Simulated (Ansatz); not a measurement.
## Electronic structure of Hf in real space

```cif
data_structure
_symmetry_space_group_name_H-M 'P 1'
_symmetry_Int_Tables_number 1
_cell_length_a 3.0804
_cell_length_b 3.0804
_cell_length_c 7.8785
_cell_angle_alpha 89.853
_cell_angle_beta 90.147
_cell_angle_gamma 120.000
_cell_volume 64.74
loop_
_atom_site_label
_atom_site_type_symbol
_atom_site_fract_x
_atom_site_fract_y
_atom_site_fract_z
_atom_site_occupancy
Hf1 Hf 0.00000 0.00000 0.00000 1
Hf2 Hf 0.66667 0.33333 0.33333 1
Hf3 Hf 0.33333 0.66667 0.66667 1
```

Space group C2/m; changed on purpose from its base cell (band edges of the strained film's bulk); computed pressure about 4 GPa in this cell.

Computed with DFT r2SCAN, scalar-relativistic, plane waves, PAW in Ansatz.

In a PAW calculation such maps are meaningful between the atoms, not at the nuclei.

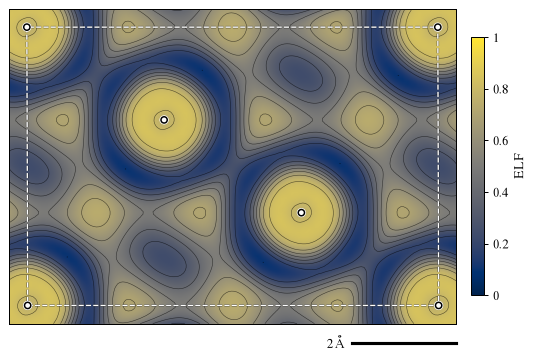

Figure 1. Electron localisation function on the (110) plane of the standardised cell. Circles mark the nuclei in the plane (Hf).

Q: Describe what can be read from this map.

A: The section cuts through Hf sites. Hf–Hf (3.18 Å): the ELF is about 0.25 at the midpoint: no shared electron pair shows on this line. The ELF has a maximum of about 0.75 in the space between the atoms, 2.2 Å from six Hf atoms, on no atom or two-centre bond. The features right at Hf lie inside the PAW spheres, where the map follows smoothed inner orbitals and isn't to be read closely.

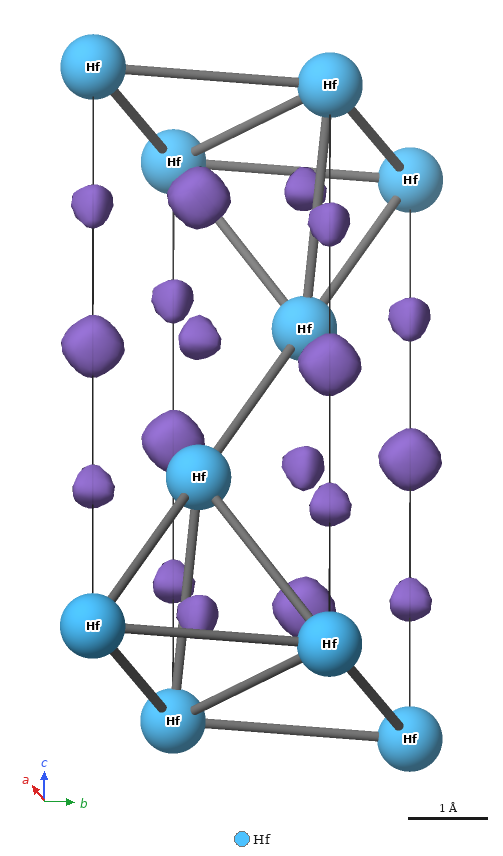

Figure 2. Isosurface of the ELF at 0.65 (purple), seen at an oblique angle. Core shells and regions of very low density are left out. Sticks mark near contacts.

Q: Identify the bonds, lone pairs and shells in this picture.

A: The surface consists of nine pockets between the atoms, centred on no nucleus (multi-centre or interstitial), counted in one cell of 3 atoms. Any copies at cell faces, edges or corners count once. There are no localised bonds or lone pairs at this value. Along the contacts the grid gives the following. Hf–Hf (3.08 Å): the ELF is about 0.25 at the midpoint (no localised pair shows between them). Hf–Hf (3.17 Å): the ELF is about 0.25 at the midpoint (no shared electron pair shows on this line).

Q: Does the calculation make it a metal, or give it a gap?

A: It is gapless in this calculation (a metal or semimetal).
